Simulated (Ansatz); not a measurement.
## Electronic structure of ZnSnN2 in real space

```yaml
crystal:
  lattice:
    - [3.16737, 0.00000, 0.00000]
    - [-1.58369, 2.74303, 0.00000]
    - [0.00000, 0.00000, 15.44945]
  atoms:
    - { symbol: Zn, position: [0.00000, 0.00000, 0.00000] }
    - { symbol: Zn, position: [0.66667, 0.33333, 0.33333] }
    - { symbol: Zn, position: [0.33333, 0.66667, 0.66667] }
    - { symbol: Sn, position: [0.33333, 0.66667, 0.16667] }
    - { symbol: Sn, position: [0.00000, 0.00000, 0.50000] }
    - { symbol: Sn, position: [0.66667, 0.33333, 0.83333] }
    - { symbol: N, position: [0.00000, 0.00000, 0.24647] }
    - { symbol: N, position: [0.66667, 0.33333, 0.57980] }
    - { symbol: N, position: [0.33333, 0.66667, 0.91314] }
    - { symbol: N, position: [0.66667, 0.33333, 0.08686] }
    - { symbol: N, position: [0.33333, 0.66667, 0.42020] }
    - { symbol: N, position: [0.00000, 0.00000, 0.75353] }
```

Space group R-3m; started from the II-IV-N2 ordering on rocksalt lattice prototype, which need not be the ambient phase.

Theory: DFT, HSE06, plane waves, PAW in Ansatz.

The density is the valence pseudo-density of a PAW calculation; it isn't the true density close to the nuclei.

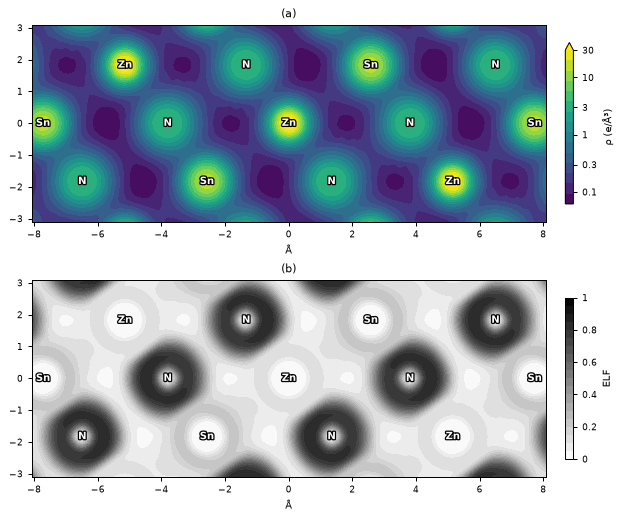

Figure 1. (a) valence electron density; (b) ELF on the (110) plane of the conventional cell.

**What do the fields say about this system?**

The section cuts through Zn, Sn and N sites. Sn–N (2.21 Å): ρ at the midpoint is about 0.56 e/Å³; the ELF peaks at about 0.85 in the valence shell of N, 0.7 Å from its nucleus, and is about 0.30 at the midpoint. Zn–N (2.27 Å): the density is about 0.35 e/Å³ at the midpoint; the ELF peaks at about 0.85 in the valence shell of N, 0.7 Å from its nucleus, and drops to about 0.10 between the two atoms (no localised pair shows between them). Between the atoms the lowest density in this plane is 0.06 e/Å³.

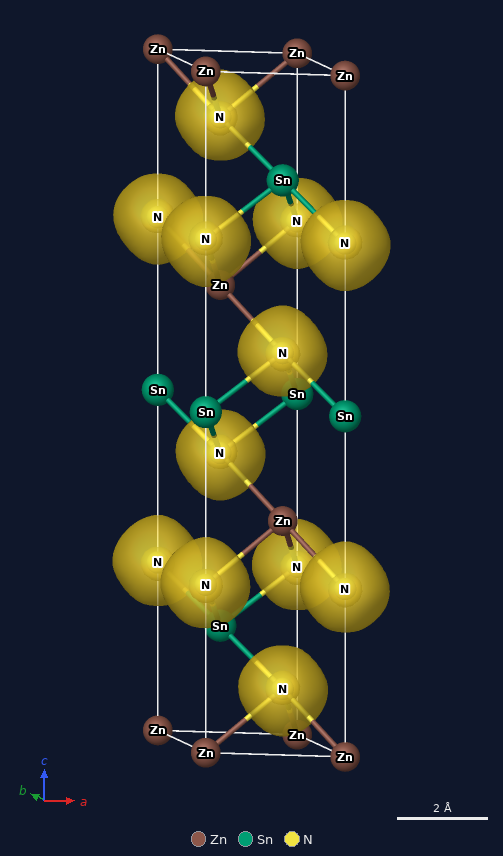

Figure 2. Isosurface of the ELF at 0.6 (yellow), seen slightly off an axis. Core shells and regions of very low density are left out. Sticks mark near contacts.

**Describe the localisation domains.**

At this value the surface marks out six regions wrapped around N (the valence shell of each), counted in one cell of 12 atoms. Any copies at cell faces, edges or corners count once.

**Does the calculation make it a metal, or give it a gap?**

It is gapped, with a Kohn–Sham gap of 1.9 eV on the k-point mesh (the band edges may lie off the mesh, which would make the gap smaller).
